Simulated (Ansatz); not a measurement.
**Geometry relaxation of Al8Ni8H (part 2 of 2)**

Continued. System: Al8Ni8H (slab, 17 atoms in the cell). Method: DFT LDA, scalar-relativistic, plane waves, PAW, no spin polarisation (Ansatz 0.2.0); cutoff 420 eV, 5×7×1 k-mesh, Gaussian smearing of 0.1 eV. The structure derives from an entry of the Crystallography Open Database. The input holds or restrains some coordinates. Forces given for the steps count only the free coordinates.

Geometry of the input (Å; fractional positions):
```
5.6652  0.0000  0.0000
0.0000  4.0059  0.0000
0.0000  0.0000  25.0089
Al 0.0000  0.5000  0.3399
Al 0.5000  0.5000  0.3399
Ni 0.2500  0.0000  0.3399
Ni 0.7500  0.0000  0.3399
Al 0.0000  0.0000  0.4200
Al 0.5000  0.0000  0.4200
Ni 0.2500  0.5000  0.4200
Ni 0.7500  0.5000  0.4200
Al 0.0000  0.5000  0.4998
Al 0.5000  0.5000  0.4998
Ni 0.2500  0.0000  0.4989
Ni 0.7500  0.0000  0.4989
Al 0.0000  0.0000  0.5829
Al 0.5000  0.0000  0.5829
Ni 0.2500  0.5000  0.5749
Ni 0.7500  0.5000  0.5749
H  0.2500  0.5000  0.6373
```

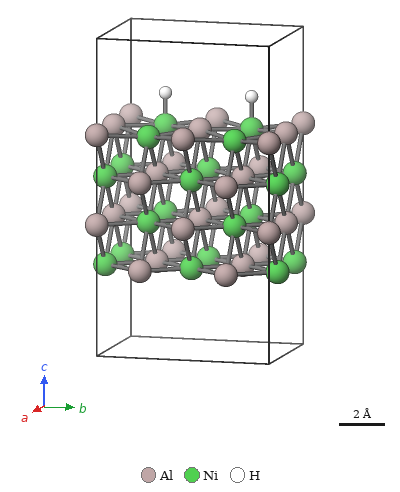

Fig. 1: The geometry at step 3 of the log (ball-and-stick view of the 1 × 2 repeat of the cell, with the vacuum cut short, seen slightly off an axis).

### Output, continued
```
--- Per-component energies (eV) ---
  E_band       = -4770.230466
  E_kinetic    = 2503.225726
  E_local      = -259378.500805  (includes V_loc(G=0)·N_el)
  E_nonlocal   = 5211.547278
  E_hartree    = 126152.468629
  E_xc         = -1009.175134
  E_vxc        = -1133.443516  (∫ρ·V_xc dr)
  E_paw        = -16074.756055  (= ΣΔE_a)
  E_vpaw       = -4279.860313  (= ΣTr[D̂ρ^β])
  E_aug_tail   = 0.002419  (compensation charges beyond the density's cutoff)
  E_efield     = 0.000362  (sawtooth field / dipole correction)
  E_vefield    = 1.812440  (∫n·V_field dr)
  E_ewald      = 92279.718980
  E_core_change = 3.918696  (= ΣΔE_core)
  E_smearing   = -0.047034  (= −TS)
  E_closure    = -0.000000  (closes the sum)
  Σ components = -50311.596940   (vs F -50311.596940, Δ=0.00e0)
--- Forces (eV/Å), atoms counted from 1 ---
  atom   1  Al     0.03782583     0.00000000    -0.58022203
  atom   2  Al    -0.03782583     0.00000000    -0.58022203
  atom   3  Ni     0.00000000     0.00000000     0.70628073
  atom   4  Ni     0.00000000     0.00000000     0.78410354
  atom   5  Al     0.07683011     0.00000000    -0.41007412
  atom   6  Al    -0.07683011     0.00000000    -0.41007412
  atom   7  Ni     0.00000000     0.00000000     0.22128744
  atom   8  Ni     0.00000000     0.00000000     0.26794407
  atom   9  Al     0.00381369     0.00000000    -0.00817828
  atom  10  Al    -0.00381369     0.00000000    -0.00817828
  atom  11  Ni     0.00000000     0.00000000     0.01894562
  atom  12  Ni     0.00000000     0.00000000     0.01573537
  atom  13  Al    -0.00085184     0.00000000     0.00287931
  atom  14  Al     0.00085184     0.00000000     0.00287931
  atom  15  Ni     0.00000000     0.00000000    -0.02653054
  atom  16  Ni     0.00000000     0.00000000    -0.00997960
  atom  17  H      0.00000000     0.00000000     0.01355266
  max |Σ_I F_I| component: 1.49e-4 eV/Å
--- Band table (eV; the first three rows and the last of 12) ---
  k-point 0: bands = ["-101.4372", "-101.2940", "-101.2607", "-101.2339", "-101.2083", "-100.9324", "-100.7790", "-100.7631", "-62.4444", "-62.2014", "-62.1574", "-62.1571", "-62.1384", "-62.1304", "-62.1215", "-62.1098", "-62.0877", "-62.0858", "-62.0829", "-62.0618", "-62.0598", "-62.0582", "-62.0459", "-61.9167", "-61.7381", "-61.7311", "-61.7148", "-61.6819", "-61.6369", "-61.6070", "-61.4957", "-61.4823", "-9.5910", "-8.1477", "-6.1845", "-5.3437", "-5.2298", "-4.4071", "-4.3928", "-3.9884", "-3.4612", "-3.0345", "-2.8110", "-2.7519", "-2.5843", "-2.3638", "-2.1320", "-2.1215", "-2.0946", "-1.9118", "-1.9022", "-1.6649", "-1.5515", "-1.4871", "-1.4233", "-1.3999", "-1.0466", "-1.0459", "-0.9147", "-0.8417", "-0.8116", "-0.7958", "-0.7854", "-0.6025", "-0.5658", "-0.5516", "-0.5093", "-0.4326", "-0.4004", "-0.2894", "-0.2730", "-0.2437", "-0.1226", "-0.0944", "-0.0134", "0.0578", "0.1678", "0.2346", "0.3000", "0.3019", "0.5585", "0.7161", "0.9455", "1.2364", "1.5785", "2.1161", "2.1998", "3.4833", "3.5452", "3.8421", "4.1047", "4.2754", "4.6672", "5.0955", "5.3109", "5.5640", "5.5679", "5.6728", "5.8761", "6.0781", "6.3320", "6.4427"]
  k-point 1: bands = ["-101.4371", "-101.2940", "-101.2607", "-101.2339", "-101.2083", "-100.9324", "-100.7790", "-100.7631", "-62.4445", "-62.2017", "-62.1573", "-62.1567", "-62.1384", "-62.1304", "-62.1217", "-62.1097", "-62.0903", "-62.0833", "-62.0829", "-62.0618", "-62.0599", "-62.0582", "-62.0458", "-61.9167", "-61.7381", "-61.7311", "-61.7148", "-61.6819", "-61.6369", "-61.6070", "-61.4957", "-61.4823", "-9.3981", "-7.9595", "-6.0066", "-5.2402", "-5.0421", "-4.4096", "-4.3312", "-3.8517", "-3.4437", "-3.3228", "-2.9067", "-2.9044", "-2.7050", "-2.5540", "-2.4129", "-2.1886", "-2.1698", "-1.9330", "-1.6976", "-1.6139", "-1.4839", "-1.4563", "-1.3081", "-1.2182", "-1.1356", "-1.0241", "-1.0051", "-0.8466", "-0.8371", "-0.8106", "-0.7801", "-0.6450", "-0.5849", "-0.5530", "-0.5392", "-0.5250", "-0.4171", "-0.2879", "-0.2652", "-0.2455", "-0.2184", "-0.0935", "-0.0880", "-0.0212", "0.1787", "0.1827", "0.3092", "0.4484", "0.4977", "0.7062", "0.9009", "1.0482", "1.1900", "1.9778", "2.0128", "2.3898", "3.0027", "4.1124", "4.3955", "4.4522", "4.5488", "4.6107", "4.9742", "5.0641", "5.5645", "5.7191", "6.0150", "6.1002", "6.4247", "6.5928"]
  k-point 2: bands = ["-101.4371", "-101.2940", "-101.2607", "-101.2339", "-101.2083", "-100.9324", "-100.7790", "-100.7631", "-62.4445", "-62.2024", "-62.1573", "-62.1559", "-62.1384", "-62.1304", "-62.1222", "-62.1095", "-62.0933", "-62.0830", "-62.0807", "-62.0620", "-62.0600", "-62.0582", "-62.0457", "-61.9168", "-61.7382", "-61.7311", "-61.7149", "-61.6818", "-61.6368", "-61.6070", "-61.4956", "-61.4823", "-8.8266", "-7.4035", "-5.4902", "-5.2807", "-4.9461", "-4.5016", "-4.1805", "-4.0147", "-3.5001", "-3.4560", "-3.2759", "-3.2689", "-2.7188", "-2.5740", "-2.4089", "-2.1587", "-2.0471", "-1.9204", "-1.6333", "-1.5563", "-1.4833", "-1.3792", "-1.3220", "-1.2262", "-1.2006", "-1.0162", "-0.9495", "-0.9336", "-0.8878", "-0.8863", "-0.8719", "-0.7463", "-0.7190", "-0.6057", "-0.5962", "-0.5354", "-0.5127", "-0.3500", "-0.3479", "-0.3156", "-0.2777", "-0.2451", "-0.1595", "-0.0910", "0.1806", "0.2006", "0.2575", "0.3697", "0.5239", "0.6344", "0.7176", "0.9435", "1.1961", "1.2875", "1.2911", "1.3335", "2.3323", "3.1669", "3.6362", "3.8960", "4.2183", "4.4621", "4.8369", "5.0654", "5.4431", "5.4860", "5.9146", "6.2068", "6.8192", "7.0457"]
  k-point 11: bands = ["-101.4371", "-101.2940", "-101.2606", "-101.2339", "-101.2083", "-100.9324", "-100.7789", "-100.7632", "-62.4445", "-62.2029", "-62.1568", "-62.1552", "-62.1349", "-62.1277", "-62.1226", "-62.1092", "-62.0952", "-62.0865", "-62.0791", "-62.0621", "-62.0609", "-62.0602", "-62.0457", "-61.9169", "-61.7382", "-61.7315", "-61.7150", "-61.6818", "-61.6287", "-61.6152", "-61.4955", "-61.4824", "-7.2103", "-6.3912", "-6.0450", "-5.8674", "-5.3517", "-5.1119", "-4.8364", "-4.3123", "-4.0308", "-3.3767", "-3.1637", "-2.8332", "-2.5311", "-2.2423", "-1.9802", "-1.9341", "-1.8085", "-1.6907", "-1.5810", "-1.4710", "-1.3849", "-1.3613", "-1.3293", "-1.2902", "-1.1938", "-1.1608", "-1.0905", "-1.0443", "-1.0325", "-0.9920", "-0.9292", "-0.9037", "-0.8327", "-0.8182", "-0.7677", "-0.7207", "-0.6828", "-0.6701", "-0.6181", "-0.5462", "-0.4843", "-0.4634", "-0.4490", "-0.4110", "-0.3012", "-0.2593", "-0.1912", "-0.1341", "-0.1262", "0.5787", "0.7182", "0.9332", "1.2644", "1.7155", "2.0472", "2.3057", "2.8465", "3.6024", "3.7500", "4.3046", "4.3468", "4.7550", "5.0743", "5.3793", "5.6166", "5.8078", "6.0991", "6.4806", "6.7864", "7.0376"]
--- Relaxed structure (4 steps of the walk, 4 accepted, 0 SCFs on fresh bases) ---
  F+E_penalty+E_count = -50311.59694019 eV   max|allowed force component| = 2.653e-2 eV/Å
  atoms:
    - { symbol: Al, position: [0.0, 0.49999999999999994, 0.3398791794] }
    - { symbol: Al, position: [0.5, 0.49999999999999994, 0.3398791794] }
    - { symbol: Ni, position: [0.25, 0.0, 0.3398791794] }
    - { symbol: Ni, position: [0.75, 0.0, 0.3398791794] }
    - { symbol: Al, position: [0.0, 0.0, 0.4199692025999999] }
    - { symbol: Al, position: [0.5, 0.0, 0.4199692025999999] }
    - { symbol: Ni, position: [0.25, 0.49999999999999994, 0.4199692025999999] }
    - { symbol: Ni, position: [0.75, 0.49999999999999994, 0.4199692025999999] }
    - { symbol: Al, position: [0.0006266655783074036, 0.49999999999999994, 0.49937018638864145] }
    - { symbol: Al, position: [0.49937333442169246, 0.49999999999999994, 0.49937018638864145] }
    - { symbol: Ni, position: [0.25, 0.0, 0.5015489465169445] }
    - { symbol: Ni, position: [0.75, 0.0, 0.499507967355048] }
    - { symbol: Al, position: [-0.0012148675126696946, 0.0, 0.5829067475703615] }
    - { symbol: Al, position: [0.5012148675126696, 0.0, 0.5829067475703615] }
    - { symbol: Ni, position: [0.25, 0.49999999999999994, 0.5775461712998001] }
    - { symbol: Ni, position: [0.75, 0.49999999999999994, 0.574419962074725] }
    - { symbol: H, position: [0.25, 0.49999999999999994, 0.6366655148916642] }
```

### Trajectory as extended XYZ (Å, eV, eV/Å), 4 frames, from step=1 to step=4
```
17
Lattice="5.6652 0.0000 0.0000 0.0000 4.0059 0.0000 0.0000 0.0000 25.0089" Properties=species:S:1:pos:R:3:forces:R:3 step=1 energy=-50311.52770
Al    0.0000    2.0030    8.5000    0.0361   0.0000  -0.5804
Al    2.8326    2.0030    8.5000   -0.0361   0.0000  -0.5804
Ni    1.4163    0.0000    8.5000    0.0000   0.0000   0.7049
Ni    4.2489    0.0000    8.5000    0.0000   0.0000   0.7899
Al    0.0000    0.0000   10.5030    0.0207   0.0000  -0.5309
Al    2.8326    0.0000   10.5030   -0.0207   0.0000  -0.5309
Ni    1.4163    2.0030   10.5030    0.0000   0.0000   0.2393
Ni    4.2489    2.0030   10.5030    0.0000   0.0000   0.2773
Al    0.0000    2.0030   12.4995   -0.1088   0.0000  -0.2478
Al    2.8326    2.0030   12.4995    0.1088   0.0000  -0.2478
Ni    1.4163    0.0000   12.4763    0.0000   0.0000   0.4580
Ni    4.2489    0.0000   12.4763    0.0000   0.0000   0.1122
Al    0.0000    0.0000   14.5775   -0.0562   0.0000  -0.1268
Al    2.8326    0.0000   14.5775    0.0562   0.0000  -0.1268
Ni    1.4163    2.0030   14.3788    0.0000   0.0000   1.2928
Ni    4.2489    2.0030   14.3788    0.0000   0.0000  -0.0748
H     1.4163    2.0030   15.9375    0.0000   0.0000  -0.8282
17
Lattice="5.6652 0.0000 0.0000 0.0000 4.0059 0.0000 0.0000 0.0000 25.0089" Properties=species:S:1:pos:R:3:forces:R:3 step=2 energy=-50311.57530
Al    0.0000    2.0030    8.5000    0.0363   0.0000  -0.5799
Al    2.8326    2.0030    8.5000   -0.0363   0.0000  -0.5799
Ni    1.4163    0.0000    8.5000    0.0000   0.0000   0.7063
Ni    4.2489    0.0000    8.5000    0.0000   0.0000   0.7867
Al    0.0000    0.0000   10.5030    0.0440   0.0000  -0.4966
Al    2.8326    0.0000   10.5030   -0.0440   0.0000  -0.4966
Ni    1.4163    2.0030   10.5030    0.0000   0.0000   0.2380
Ni    4.2489    2.0030   10.5030    0.0000   0.0000   0.2730
Al    0.0011    2.0030   12.4964   -0.0605   0.0000  -0.1764
Al    2.8315    2.0030   12.4964    0.0605   0.0000  -0.1764
Ni    1.4163    0.0000   12.4967    0.0000   0.0000   0.3175
Ni    4.2489    0.0000   12.4787    0.0000   0.0000   0.0891
Al   -0.0058    0.0000   14.5754    0.0012   0.0000  -0.0828
Al    2.8384    0.0000   14.5754   -0.0012   0.0000  -0.0828
Ni    1.4163    2.0030   14.4025    0.0000   0.0000   0.6669
Ni    4.2489    2.0030   14.3718    0.0000   0.0000  -0.0328
H     1.4163    2.0030   15.9148    0.0000   0.0000  -0.3731
17
Lattice="5.6652 0.0000 0.0000 0.0000 4.0059 0.0000 0.0000 0.0000 25.0089" Properties=species:S:1:pos:R:3:forces:R:3 step=3 energy=-50311.59637
Al    0.0000    2.0030    8.5000    0.0378   0.0000  -0.5803
Al    2.8326    2.0030    8.5000   -0.0378   0.0000  -0.5803
Ni    1.4163    0.0000    8.5000    0.0000   0.0000   0.7073
Ni    4.2489    0.0000    8.5000    0.0000   0.0000   0.7836
Al    0.0000    0.0000   10.5030    0.0760   0.0000  -0.4266
Al    2.8326    0.0000   10.5030   -0.0760   0.0000  -0.4266
Ni    1.4163    2.0030   10.5030    0.0000   0.0000   0.2263
Ni    4.2489    2.0030   10.5030    0.0000   0.0000   0.2665
Al    0.0027    2.0030   12.4899    0.0131   0.0000  -0.0228
Al    2.8299    2.0030   12.4899   -0.0131   0.0000  -0.0228
Ni    1.4163    0.0000   12.5364    0.0000   0.0000   0.0557
Ni    4.2489    0.0000   12.4878    0.0000   0.0000   0.0369
Al   -0.0069    0.0000   14.5750    0.0031   0.0000   0.0045
Al    2.8396    0.0000   14.5750   -0.0031   0.0000   0.0045
Ni    1.4163    2.0030   14.4443    0.0000   0.0000  -0.0741
Ni    4.2489    2.0030   14.3656    0.0000   0.0000  -0.0041
H     1.4163    2.0030   15.9197    0.0000   0.0000   0.0529
17
Lattice="5.6652 0.0000 0.0000 0.0000 4.0059 0.0000 0.0000 0.0000 25.0089" Properties=species:S:1:pos:R:3:forces:R:3 step=4 energy=-50311.59694
Al    0.0000    2.0030    8.5000    0.0378   0.0000  -0.5802
Al    2.8326    2.0030    8.5000   -0.0378   0.0000  -0.5802
Ni    1.4163    0.0000    8.5000    0.0000   0.0000   0.7063
Ni    4.2489    0.0000    8.5000    0.0000   0.0000   0.7841
Al    0.0000    0.0000   10.5030    0.0768   0.0000  -0.4101
Al    2.8326    0.0000   10.5030   -0.0768   0.0000  -0.4101
Ni    1.4163    2.0030   10.5030    0.0000   0.0000   0.2213
Ni    4.2489    2.0030   10.5030    0.0000   0.0000   0.2679
Al    0.0036    2.0030   12.4887    0.0038   0.0000  -0.0082
Al    2.8291    2.0030   12.4887   -0.0038   0.0000  -0.0082
Ni    1.4163    0.0000   12.5432    0.0000   0.0000   0.0189
Ni    4.2489    0.0000   12.4921    0.0000   0.0000   0.0157
Al   -0.0069    0.0000   14.5778   -0.0009   0.0000   0.0029
Al    2.8395    0.0000   14.5778    0.0009   0.0000   0.0029
Ni    1.4163    2.0030   14.4438    0.0000   0.0000  -0.0265
Ni    4.2489    2.0030   14.3656    0.0000   0.0000  -0.0100
H     1.4163    2.0030   15.9223    0.0000   0.0000   0.0136
```

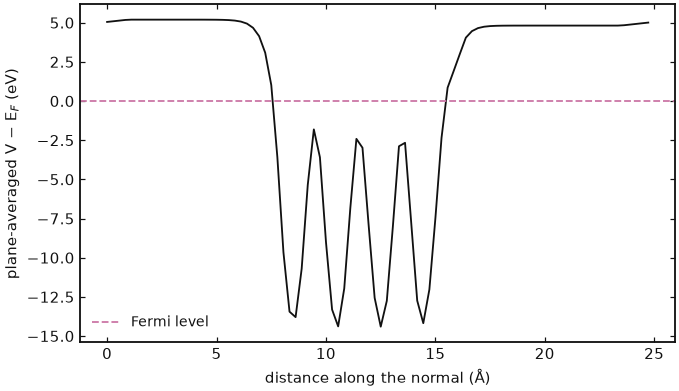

Fig. 2: Plane average of the electrostatic potential energy of an electron across the cell, from the Fermi level. The vacuum level lies 4.82 eV above the Fermi level on the upper side and 5.19 eV on the lower.

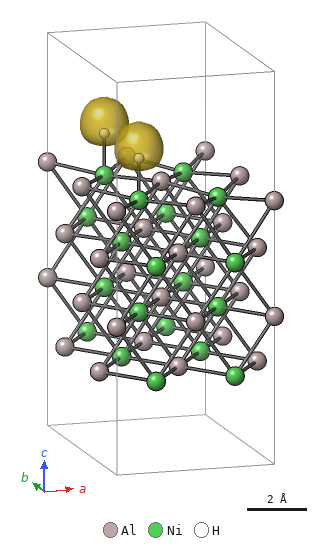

Fig. 3: Isosurface of the electron localisation function at 0.75 (yellow), seen slightly off an axis. Core shells and regions of very low density are left out. Sticks mark near contacts. Profiles from the grid: Ni–H (1.48 Å): the ELF climbs to about 1 towards the hydrogen, as it does in any bond to H. Al–Ni (2.35 Å): the ELF is about 0.40 at the midpoint (no localised pair between them). In a PAW calculation such maps are meaningful between the atoms, not at the nuclei.

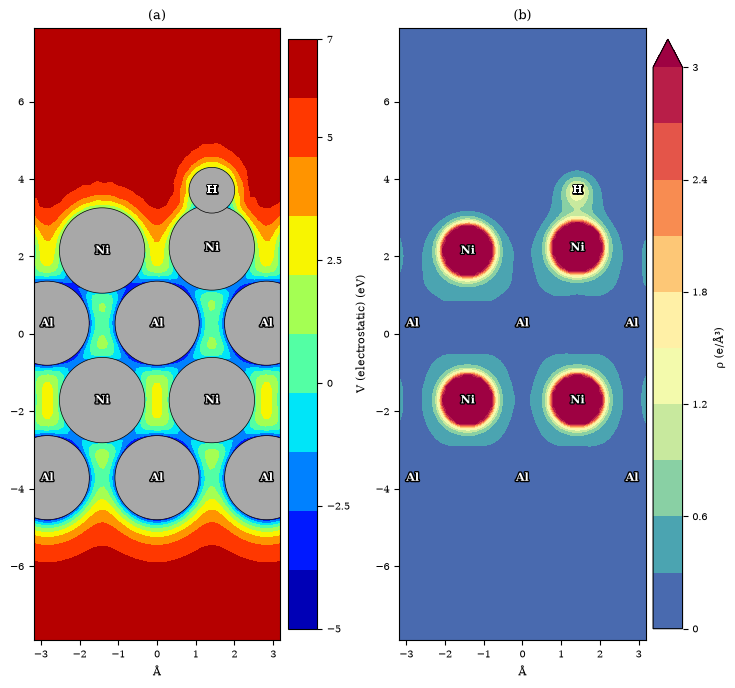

Fig. 4: (a) electrostatic potential energy of an electron; (b) valence electron density on the (010) plane of the calculation cell, a cut from vacuum to vacuum. Grey discs, where drawn, cover atomic cores. Ni–H (1.48 Å): the density is about 1.7 e/Å³ at the midpoint, with its minimum of 0.9 e/Å³ about 1.0 Å from Ni. Al–Ni (2.35 Å): the density is about 0.38 e/Å³ at the midpoint. Al–Ni (2.41 Å): ρ at the midpoint is about 0.34 e/Å³. Al–Ni (2.45 Å): ρ is about 0.32 e/Å³ halfway. The density dies away to nearly zero in the vacuum.

### Key numbers

| quantity | value |
| --- | --- |
| outcome | converged under the restraints of the input |
| electrons treated | 169 |
| free energy | −50311.5969 eV |
| work function, top face | 4.82 eV |
| work function, bottom face | 5.19 eV |
| Fermi energy | 1.326 eV |
| gap on the k-point mesh | none (metallic) |
| final volume | 567.56 Å³ |
| work function (upper face) | 4.82 eV |
| largest force (length of the vector) at the end, held atoms and coordinates included | 0.784 eV/Å |
| wall time | 4 min (CPU time 7.8 min) |
| peak memory | 1.2 GiB |

The program warns: the exchange-correlation potential is rough where the density is thin. The run has no spin polarisation, so a magnetic state may lie lower.
